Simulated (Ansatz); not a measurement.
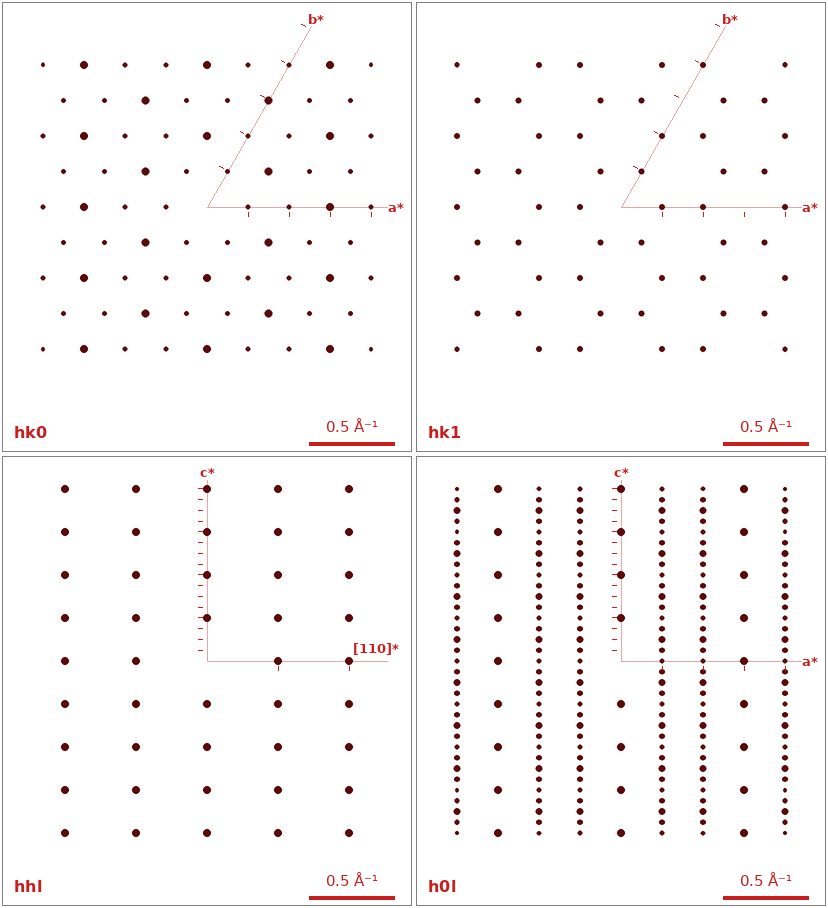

Four undistorted layers of reciprocal space, calculated for a single crystal (neutrons, kinematic |F|², B = 0.5 Å²). Tick marks count the reciprocal lattice steps of the conventional cell along each axis.

### What cell do the layers give?

a* = 0.242, b* = 0.242, c* = 0.063 Å⁻¹, γ* = 60°; the cell is hexagonal with a = 4.78 Å, c = 15.79 Å (hexagonal axes).

### Which reflection conditions do the layers show?

Reflections are present only under these conditions. hkl: no condition; hk0: no condition; h0l: no condition; hhl: l = 2n; 00l: l = 2n. The lattice is primitive (P). Further gaps, such as 0 3 1, 3 0 1, 3 0 3, come from atoms on special positions, not from the group's general conditions. A few very weak reflections are below the display threshold.

### Which space groups fit?

The intensities have Laue symmetry 6/mmm (the hk0 layer shows 6mm, hk1 shows 6mm). With these conditions the candidates are P6_3mc (No. 186), P-62c (No. 190), P6_3/mmc (No. 194). Diffraction geometry alone does not choose among them; the structure has P6_3/mmc. The compound is Rb. Structure: coordinates from a relaxation with DFT, LDA (PW92), plane waves (420 eV) with PAW, scalar-relativistic in Ansatz; the starting structure was generated, so it need not be a known form of this composition.
